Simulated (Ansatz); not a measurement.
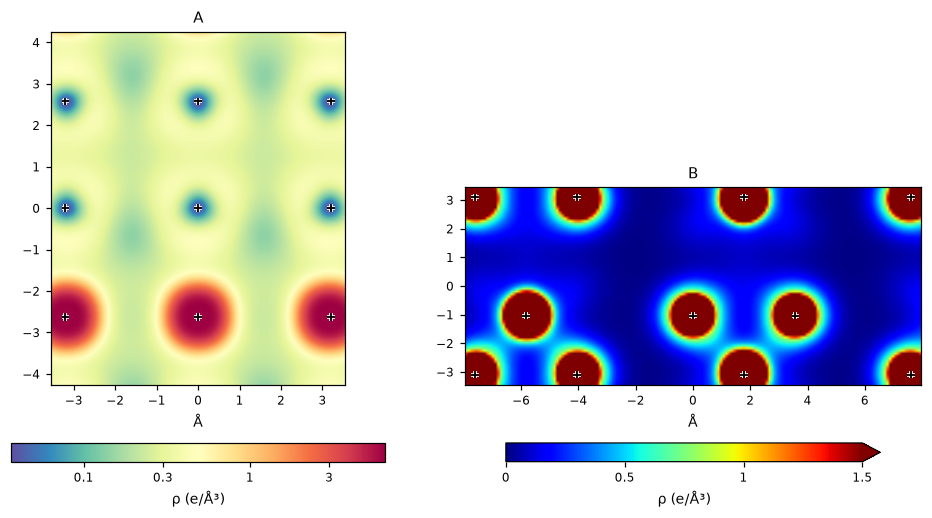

The valence charge density (pseudo) of 2 systems, each on a plane through atoms (crosses mark nuclei in the plane).

The calculation used DFT r2SCAN, scalar-relativistic, plane waves, PAW (Ansatz 0.2.0).

System 1: Si2Mo, the (010) plane of the conventional cell. Space group I4/mmm; started from the Si2Mo prototype; computed without spin polarisation.

```cif
data_structure
_symmetry_space_group_name_H-M 'P 1'
_symmetry_Int_Tables_number 1
_cell_length_a 3.2021
_cell_length_b 3.2021
_cell_length_c 7.8168
_cell_angle_alpha 90.000
_cell_angle_beta 90.000
_cell_angle_gamma 90.000
_cell_volume 80.15
loop_
_atom_site_label
_atom_site_type_symbol
_atom_site_fract_x
_atom_site_fract_y
_atom_site_fract_z
_atom_site_occupancy
Si1 Si 0.00000 0.00000 0.33528 1
Si2 Si 0.50000 0.50000 0.83528 1
Si3 Si 0.00000 0.00000 0.66472 1
Si4 Si 0.50000 0.50000 0.16472 1
Mo1 Mo 0.00000 0.00000 0.00000 1
Mo2 Mo 0.50000 0.50000 0.50000 1
```

System 2: Te2Mo, the (110) plane of the conventional cell. Space group P6₃/mmc; started from the Te2Mo prototype; changed on purpose from its base cell (volume × 1.040); the program warned that a starting moment wasn't kept; spin-polarised, but the moments vanished.

```cif
data_structure
_symmetry_space_group_name_H-M 'P 1'
_symmetry_Int_Tables_number 1
_cell_length_a 3.5719
_cell_length_b 3.5719
_cell_length_c 15.2384
_cell_angle_alpha 90.000
_cell_angle_beta 90.000
_cell_angle_gamma 120.000
_cell_volume 168.37
loop_
_atom_site_label
_atom_site_type_symbol
_atom_site_fract_x
_atom_site_fract_y
_atom_site_fract_z
_atom_site_occupancy
Te1 Te 0.33333 0.66667 0.63266 1
Te2 Te 0.66667 0.33333 0.13266 1
Te3 Te 0.33333 0.66667 0.86734 1
Te4 Te 0.66667 0.33333 0.36734 1
Mo1 Mo 0.33333 0.66667 0.25000 1
Mo2 Mo 0.66667 0.33333 0.75000 1
```

Match each panel to its system.

Panel A is system 1, Si2Mo: the plane holds Si and Mo. Si–Si (2.58 Å): the density is about 0.34 e/Å³ at the midpoint. Panel B is system 2, Te2Mo: the plane holds Te and Mo. Te–Mo (2.73 Å): ρ at the midpoint is about 0.45 e/Å³.
